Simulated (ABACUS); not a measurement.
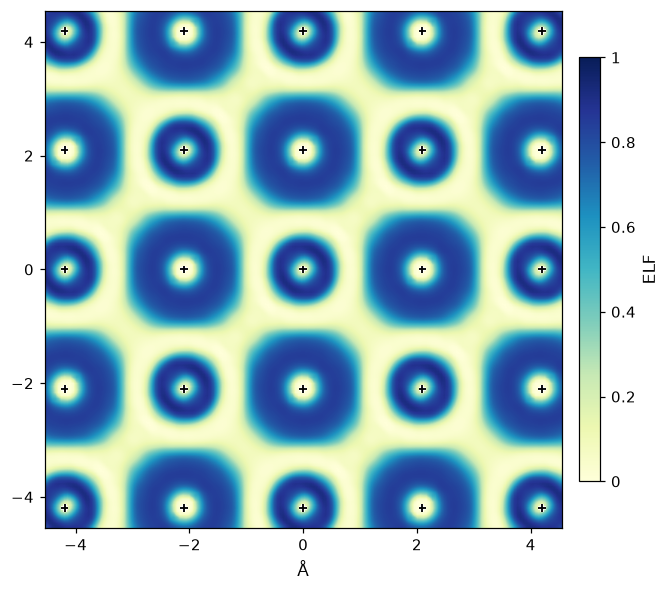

The ELF on a plane through atoms (crosses mark nuclei in the plane).

All numbers below come from Kohn-Sham DFT of a periodic cell, LDA, PseudoDojo NC SR 0.4.1 LDA standard (ABACUS).

Candidates:
A. MgO, a = 4.19 Å, b = 4.19 Å, c = 4.19 Å, α = 90.00°, β = 90.00°, γ = 90.00°. Space group Fm-3m; a structure from a database of computed crystals, not necessarily the ambient phase; computed pressure about −3 GPa in this cell.
B. NiO, a = 4.17 Å, b = 4.17 Å, c = 4.17 Å, α = 90.00°, β = 90.00°, γ = 90.00°. Space group Fm-3m; computed pressure about −20 GPa in this cell; spin-polarised, but the moments vanished.

**Which candidate gave the map?**

Candidate A: MgO on the (010) plane of the conventional cell, which holds Mg and O. Mg–O (2.10 Å): the ELF peaks at about 0.85 in the valence shell of O, 0.6 Å from its nucleus, and is about 0.30 at the midpoint: a closed-shell, largely ionic contact.
